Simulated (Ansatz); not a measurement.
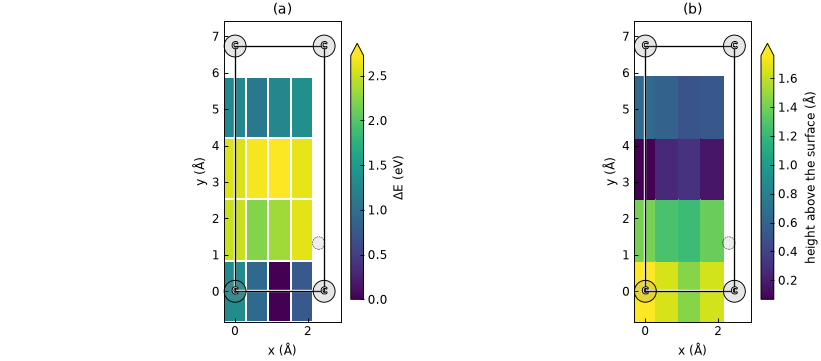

Si on a C(110) slab cut from the Fmmm phase, its upper half relaxed before the scan (20 atoms of substrate and one adsorbate in a 2 × 1 cell). Si is moved over the surface cell; relaxed at each place: the height of the adsorbate's atoms; substrate rigid; the origin of the map has the adsorbate above C19. Places are given modulo a cell vector. The map is drawn in real space over the plane of the surface. The scan uses a 4 × 4 grid. Places are given in fractions of the 1 × 1 surface cell. Energies are in eV, from the lowest grid point. The relaxed height changes by up to 1.3 Å between neighbouring points. Computed with DFT LDA, scalar-relativistic, plane waves, PAW (Ansatz). Settings: cutoff 420 eV, k-mesh 6×4×1, gaussian smearing 0.1 eV, no spin polarisation.

Panel (a) is the energy and panel (b) the computed height above the surface on the same grid.

In the figure: one coloured cell a grid point, labelled circles for the atoms of the top layer and small ones for the second layer, the outline of one cell of the plane, one colour for all values above the top of the scale.

How does the height above the surface vary over the map, and what is it at the lowest grid point?

It runs from 0.07 Å at the trough between two rows of top atoms, (0/4, 2/4) of the cell vectors to 1.76 Å at the top site over a surface C atom, (0/4, 0/4) of the cell vectors. At the lowest grid point, a bridge site between two C atoms, (2/4, 0/4) of the cell vectors, it is 1.45 Å.

```
second ↓, first →   0/4   1/4   2/4   3/4
              3/4  0.63  0.60  0.50  0.53
              2/4  0.07  0.26  0.31  0.16
              1/4  1.40  1.28  1.22  1.37
              0/4  1.76  1.66  1.45  1.64
```

PAW datasets: the set soft_1.
